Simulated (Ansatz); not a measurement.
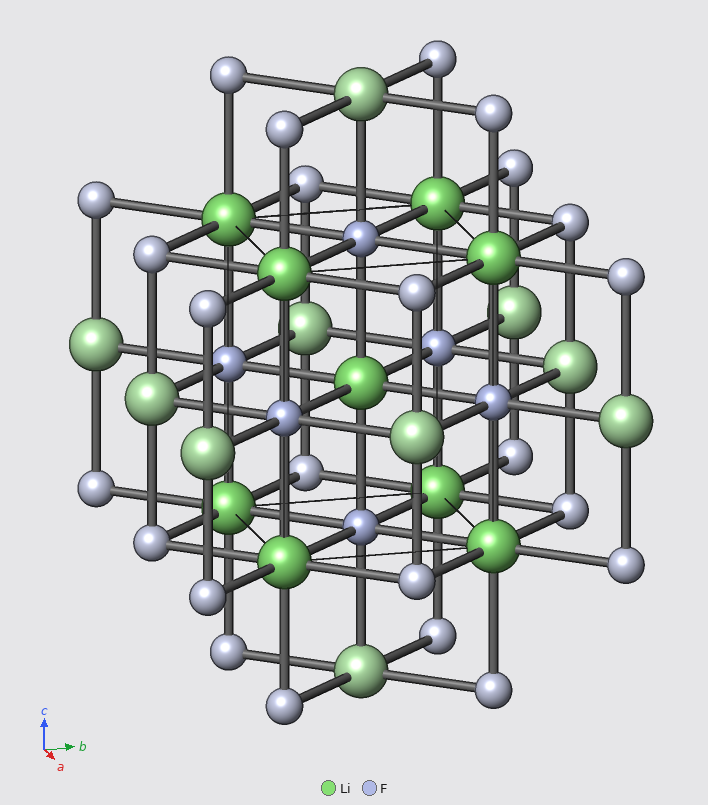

Structure drawing (ball-and-stick), viewed slightly off an axis. The frame is the conventional unit cell; atoms at its boundary are shown with their periodic copies. Bonded neighbours in the next cells are drawn too, in fainter colours.

LiF, space group Immm (No. 71), a = 2.752 Å, b = 2.890 Å, c = 3.990 Å, α = 90.00°, β = 90.00°, γ = 90.00°. The structure comes from a structure type filled with these elements by a generator (whether the compound takes this form wasn't checked). The cell was then strained or its atoms displaced on purpose. It was run through Ansatz as a DFT input.

This one geometry was computed with Ansatz (DFT, plane waves, PAW) at three levels of theory: HSE06, PBE and r2SCAN. It was relaxed with r2SCAN and then strained.

Question: Which level gives the highest pressure at this volume, and what does that say about its equilibrium volume?

Answer: Highest: PBE (4.5 GPa), which points to the largest equilibrium volume. Lowest, with the smallest volume: r2SCAN (0.1 GPa). Levels within 0.5 GPa of each other can't be told apart.

Question: How does the band gap change with the level of theory?

Answer: PBE: a gap of 9.20 eV, direct; r2SCAN: a gap of 10.18 eV, direct; HSE06: a gap of 11.53 eV, direct.

Question: Collect the results in a table.

Answer:
| level | cutoff (eV) | k-mesh of the run's cell | gap (eV) | pressure (GPa) |
| --- | --- | --- | --- | --- |
| HSE06 | 420 | 8×8×8 | 11.53 | 1.3 |
| PBE | 420 | 10×10×10 | 9.20 | 4.5 |
| r2SCAN | 500 | 10×10×10 | 10.18 | 0.1 |

Gaps are taken on the k-mesh or band path of each run.
